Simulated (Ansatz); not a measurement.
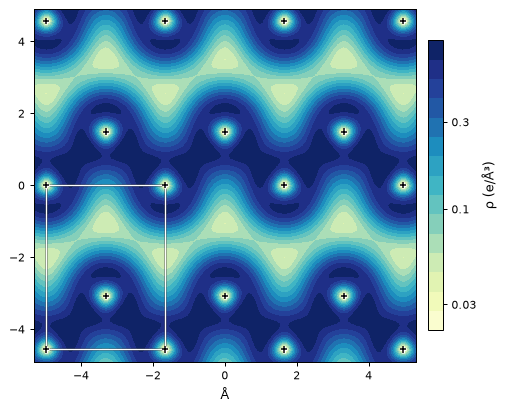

The valence pseudo-density on a plane through atoms (crosses mark nuclei in the plane).

All numbers below come from Ansatz, DFT PBE, scalar-relativistic, plane waves, PAW.

Candidates:
A. NiO, a = 4.22 Å, b = 4.22 Å, c = 4.22 Å, α = 90.00°, β = 90.00°, γ = 90.00°. Space group Fm-3m; spin-polarised.
B. P, a = 3.31 Å, b = 11.29 Å, c = 4.56 Å, α = 90.00°, β = 90.00°, γ = 90.00°. Space group Cmce.

> Which system is this?

Candidate B: P on the (010) plane of the conventional cell, which holds P. P–P (2.23 Å): ρ is about 0.75 e/Å³ halfway.
